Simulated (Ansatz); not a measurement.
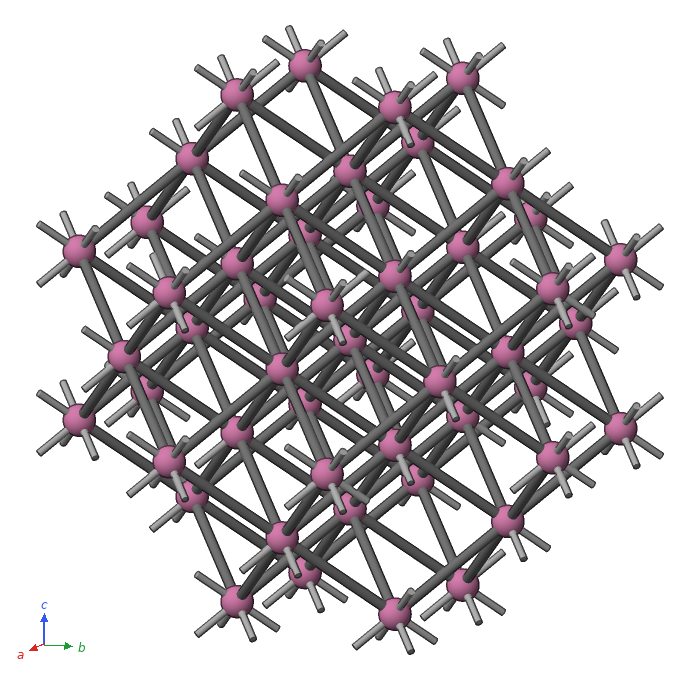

The picture shows a finite piece of the underlying net of a crystal structure, nodes on the atoms' positions. Nodes are coloured by topological kind. Short stubs are edges that leave the cut-out.

Q: Describe the net.

A: A uninodal 8-connected, three-periodic net. It is the bcu net, known from CsCl and the body-centred cubic metals.

Q: Give point symbol and coordination sequence.

A: 4^24.6^4, sequence 8, 26, 56, 98, 152, 218.

Where the net comes from. The compound is LiF (space group Pm-3m, No. 221), taken as the input geometry of an electronic-structure calculation (not necessarily at equilibrium); the starting structure was generated, so it need not be a known form of this composition. Bonds are taken as F–Li below 2.5 Å; no other contact counts. Simplification: prune 0- and 1-connected atoms, fold 2-connected ones into links. Li and F are 8-connected nodes.
